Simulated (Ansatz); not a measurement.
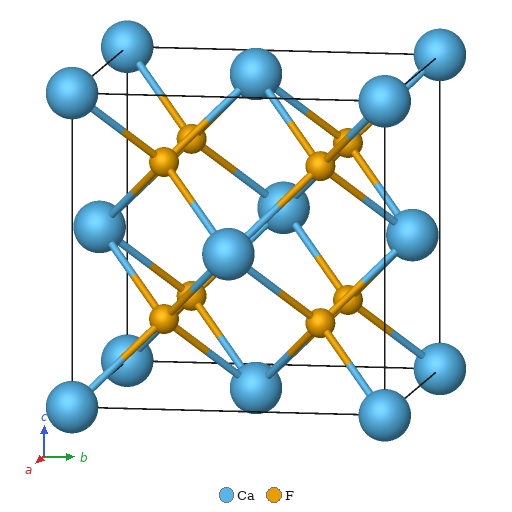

System: CaF₂, space group Fm-3m (No. 225). The picture shows the conventional cell.

Starting cell:
```xyz
3
Lattice="0.0000 2.6726 2.6726 2.6726 0.0000 2.6726 2.6726 2.6726 0.0000" Properties=species:S:1:pos:R:3 pbc="T T T"
Ca    0.0000    0.0000    0.0000
F     1.3363    1.3363    1.3363
F     4.0089    4.0089    4.0089
```

How it was computed, with Ansatz 0.2.0: harmonic phonon frequencies at the zone centre with atoms at rest in the given cell, without the long-range term of polar modes, the three translations left out, imaginary frequencies are negative; plane waves with PAW datasets, Γ-centred k mesh. Level: PBEsol, no spin polarisation.

wave cutoff 420 eV; k mesh 8×8×8; occupations fixed; pressure 4 GPa; phonon method linear response.

Predict the zone-centre optical phonon frequencies (the three acoustic modes are left out).

No frequency is imaginary, so the structure is stable to these displacements (zone-boundary modes weren't tested here). The highest mode lies at 340.9 cm⁻¹ (without the field of polar modes). The optical modes lie at 278.0 (×3), 340.9 (×3) cm⁻¹.

| frequency (cm⁻¹) |
| --- |
| 278.0 |
| 278.0 |
| 278.0 |
| 340.9 |
| 340.9 |
| 340.9 |

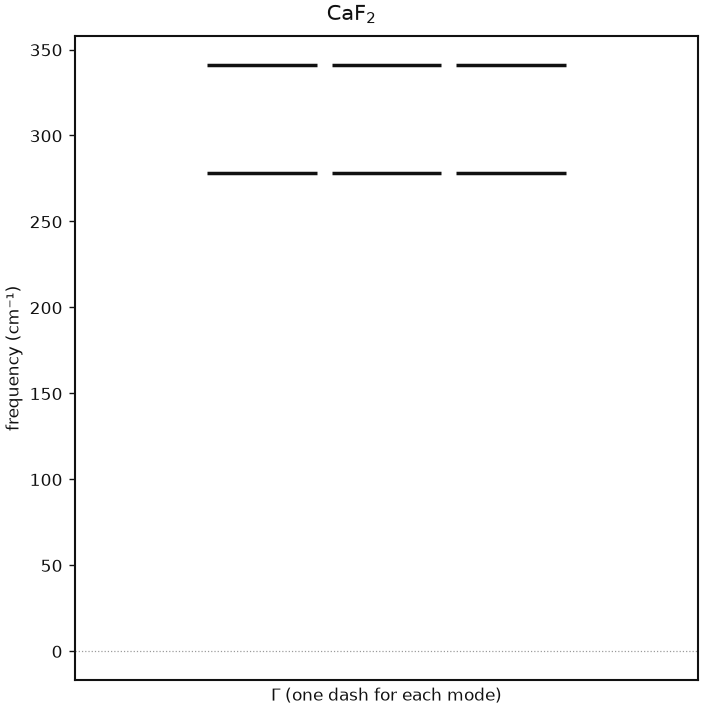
